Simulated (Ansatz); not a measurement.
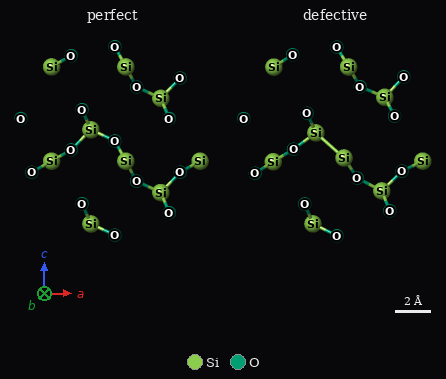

Left: perfect SiO2. Right: the same region with one point defect, after relaxing the atoms in a supercell of 72 sites. Style: ball-and-stick. Shown: the atoms within 6.0 Å of one point, in a slice 3.4 Å thick across the line of sight, along the b axis.

The calculation used DFT, PBEsol, PAW, plane waves in Ansatz 0.2.0. (plane-wave cutoff 420 eV; k-point mesh 1 × 1 × 1; mesh shifted by (0.25, 0.25, 0.25); no spin polarisation) Fermi-Dirac smearing of 0.01 eV. The axes drawn are those of the host's conventional cell.

What kind of defect was made?

An oxygen atom is taken out (a vacancy).

The charge state of the cell is 0.

How does the lattice respond?

Around the empty O site the host had 2 Si at 1.62 Å; after relaxation the nearest atoms are 2 Si at 1.23 to 1.43 Å. Of the host's atoms, an oxygen atom moves furthest from its site, by 0.58 Å.
